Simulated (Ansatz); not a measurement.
# SiC (Moissanite 3C, F-43m): the cell at rest

Task: relax SiC (Moissanite 3C, F-43m) tightly.

Method: DFT LDA, scalar-relativistic, plane waves, PAW; PAW set soft_1, in Ansatz 0.2.0.

Report form: the programs' logs are mostly left out.

**1. The structure**

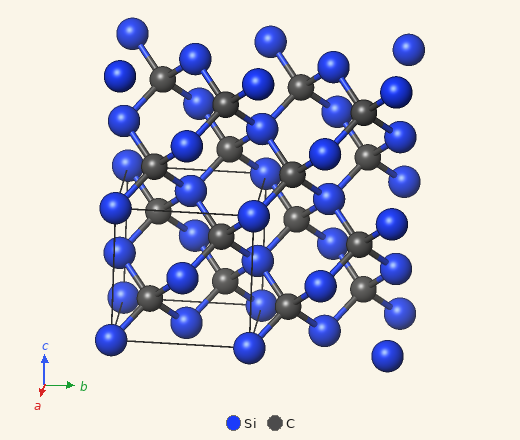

Start, viewed slightly off an axis; silicon blue, carbon dark grey. 1×2×2 cells are drawn. This picture shows the conventional cell, with its axes. Bonds to atoms that aren't drawn are left out. Some periodic images of atoms are drawn too.

Coordinates:

```cif
data_structure
_symmetry_space_group_name_H-M 'P 1'
_symmetry_Int_Tables_number 1
_cell_length_a 3.0816
_cell_length_b 3.0816
_cell_length_c 3.0816
_cell_angle_alpha 60.000
_cell_angle_beta 60.000
_cell_angle_gamma 60.000
_cell_volume 20.69
loop_
_atom_site_label
_atom_site_type_symbol
_atom_site_fract_x
_atom_site_fract_y
_atom_site_fract_z
_atom_site_occupancy
Si1 Si 0.00000 0.00000 0.00000 1
C2 C 0.25000 0.25000 0.25000 1
```

**2. A coarse first look**

A quick single point on a coarse mesh tells whether the cell has a gap and how far it is from rest, which sets the k mesh and smearing that follow.

input.yaml reads:

```yaml
crystal:
  lattice:
    - [0.0, 2.179, 2.179]
    - [2.179, 0.0, 2.179]
    - [2.179, 2.179, 0.0]
  atoms:
    - { symbol: Si, position: [0.0, 0.0, 0.0] }
    - { symbol: C, position: [0.25, 0.25, 0.25] }
kpoints:
  mp_grid: { grid: [8, 8, 8] }
hamiltonian:
  xc: lda
  pseudopotentials: { kind: paw, azcp: { folder: soft_1 }, xc_functional: pbe }
scf:
  occupations: { method: gaussian, width: 0.1 }
output:
  forces: true
  stress: true
  eigenvalues: true
```

Run with:

```sh
$ ansatz run input.yaml --threads 4 --pin off --max-ram 10240MiB --backend cpu --events-out ev --progress --plain --runs-dir out
```

It took 0.28 s on 4 threads of Arm Neoverse V2, shared host; peak memory 0.3 GiB.

Numbers from this step:

* pressure: -4.416 GPa
* gap on the k-mesh: 1.316 eV
* volume per atom: 10.35 Å³
* direct gap on mesh: 4.514 eV

The coarse mesh shows a gap of 1.32 eV and a pressure of -4.4 GPa.

**3. Bringing the structure to rest**

The cell and atoms are relaxed, since residual forces and stress would shift the frequencies.

input.yaml, the sections that differ from step 2:

```yaml
kpoints:
  mp_grid: { grid: [10, 10, 10] }
scf:
  occupations: { method: gaussian, width: 0.02 }
relax:
  adjacent_minimum: "off"
  f_tol: 0.005
  max_steps: 80
  cell: { stress_tol: 0.05 }
# crystal, hamiltonian, output: as in step 2
```

Elapsed: 1.5 s, on 4 threads; peak memory 0.33 GiB.

Step by step:

| step | energy less that of the first step (eV) | largest force component (eV/Å) | pressure (GPa) | volume (Å³) |
| --- | --- | --- | --- | --- |
| 1 | 0.0000 | 0.0000 | -4.42 | 20.69 |
| 2 | -0.0047 | 0.0000 | -2.11 | 20.47 |
| 3 | -0.0062 | 0.0000 | 0.06 | 20.28 |
| 4 | -0.0062 | 0.0000 | 0.00 | 20.29 |
| 5* | -0.0057 | 0.0000 | -0.04 | 20.29 |

Relaxation steps marked * repeat the geometry before them on a plane-wave basis chosen anew for their cell, so energy and pressure can jump there.

Forces are held to the 24 operations that the run works with; a distortion that breaks them can't arise in this run.

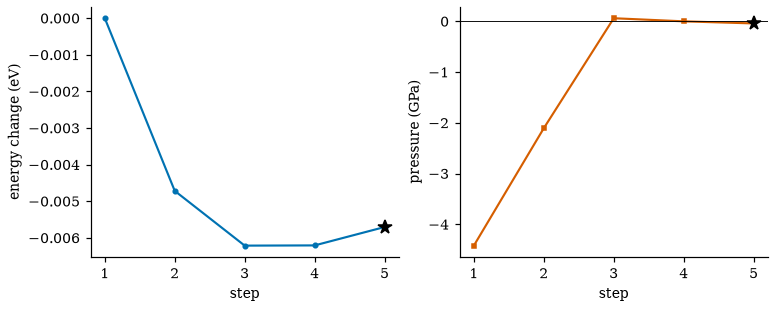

Energy and pressure along the relaxation. Stars mark steps on a basis chosen anew.

| conventional cell, symmetrised | before | after | change |
| --- | --- | --- | --- |
| a (Å) | 4.358 | 4.329 | -0.7 % |
| b (Å) | 4.358 | 4.329 | -0.7 % |
| c (Å) | 4.358 | 4.329 | -0.7 % |
| volume (Å³/atom) | 10.35 | 10.14 | -2.0 % |

Final coordinates:

```cif
data_structure
_symmetry_space_group_name_H-M 'P 1'
_symmetry_Int_Tables_number 1
_cell_length_a 3.0613
_cell_length_b 3.0613
_cell_length_c 3.0613
_cell_angle_alpha 60.000
_cell_angle_beta 60.000
_cell_angle_gamma 60.000
_cell_volume 20.29
loop_
_atom_site_label
_atom_site_type_symbol
_atom_site_fract_x
_atom_site_fract_y
_atom_site_fract_z
_atom_site_occupancy
Si1 Si 0.00000 0.00000 0.00000 1
C2 C 0.25000 0.25000 0.25000 1
```

Numbers from this step:

| Item | Value |
| --- | --- |
| pressure | -0.04065 GPa |
| gap on the k-mesh | 1.301 eV |
| volume per atom | 10.14 Å³ |
| direct gap on mesh | 4.537 eV |

In this step the volume went from 10.35 to 10.14 Å³/atom.

**4. Tight relaxation**

Phonons need a cell at rest on their own settings, so the relaxation is repeated with tight tolerances on forces and stress on the k mesh and occupations of the first response run.

input.yaml, the sections that differ from step 3:

```yaml
crystal:
  lattice:
    - [0.0, 2.1646624558, 2.1646624558]
    - [2.1646624558, 0.0, 2.1646624558]
    - [2.1646624558, 2.1646624558, 0.0]
  atoms:
    - { symbol: Si, position: [0.0, 0.0, 0.0] }
    - { symbol: C, position: [0.25, 0.25, 0.25] }
kpoints:
  mp_grid: { grid: [12, 12, 12] }
scf:
  occupations: { method: fixed }
relax:
  adjacent_minimum: "off"
  f_tol: 0.001
  max_steps: 60
  cell: { stress_tol: 0.01 }
# hamiltonian, output: as in step 3
```

Wall time 1.5 s (4 threads); peak memory 0.34 GiB.

Little changed from the start: no atom moved by 0.005 Å and no cell edge by 0.1 %.

This step gave:

```
pressure : -4.10e-5 GPa
```

The forces vanish by symmetry and the pressure is 0.000 GPa, within the tolerances set. The cell now holds 10.14 Å³/atom.

**5. Results**

| Quantity | Value |
| --- | --- |
| space group after relaxation (within 0.01 Å) | F-43m |
| lattice constant a | 4.329 Å |
| lattice constant b | 4.329 Å |
| lattice constant c | 4.329 Å |
| volume per atom | 10.1 Å³ |
| gap on the k-mesh | 1.30 eV |

In words: The forces vanish by symmetry and the pressure is 0.000 GPa, within the tolerances set. The cell now holds 10.14 Å³/atom. The relaxation keeps the symmetry of its start, so it says nothing on stability against lower symmetry. The PAW files were made for PBE and serve the other functionals too.

[Logs are printed without paths, hosts, clocks, repeated set-up lines and the standing remarks that a program may print on its own settings, such as how far it seeks lower states.]

[Hosts, paths, dates, database ids (printed as entryN), source tags and the programs' standing remarks are cut or masked in the printed files.]
